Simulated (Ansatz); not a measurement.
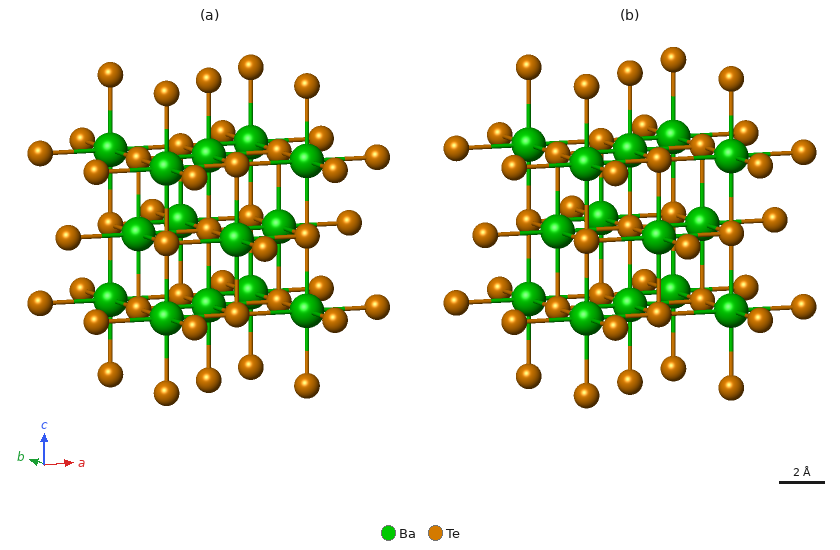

Left: a symmetric starting cell of BaTe. Right: the same structure after one change, at the same scale. Style: ball-and-stick. Shown: the conventional cell (4 times the calculation's cell), slightly off an axis. Lengths and directions refer to the drawn axes.

Computed with DFT r2SCAN, scalar-relativistic, plane waves, PAW in Ansatz 0.2.0. Settings: plane-wave cutoff 500 eV; k-point mesh 8 × 8 × 8; occupations gaussian; smearing width 0.02 eV; no spin polarisation.

### What distinguishes the right structure from the left one?

All lengths are scaled by +3.1 % (volume +9.5 %), the atoms keeping their fractional coordinates. No relaxation follows. The starting cell wasn't computed here and needn't be at equilibrium, so pressure and forces aren't due to the change alone.

### What does the change do?

Near-neighbour distances before and after: Ba–Te 3.410 → 3.514 Å. The space group stays Fm-3m (No. 225). The pressure is 0.5 GPa (not all of it need come from the change, since the unchanged cell can be under pressure at this level too). All forces vanish by symmetry.
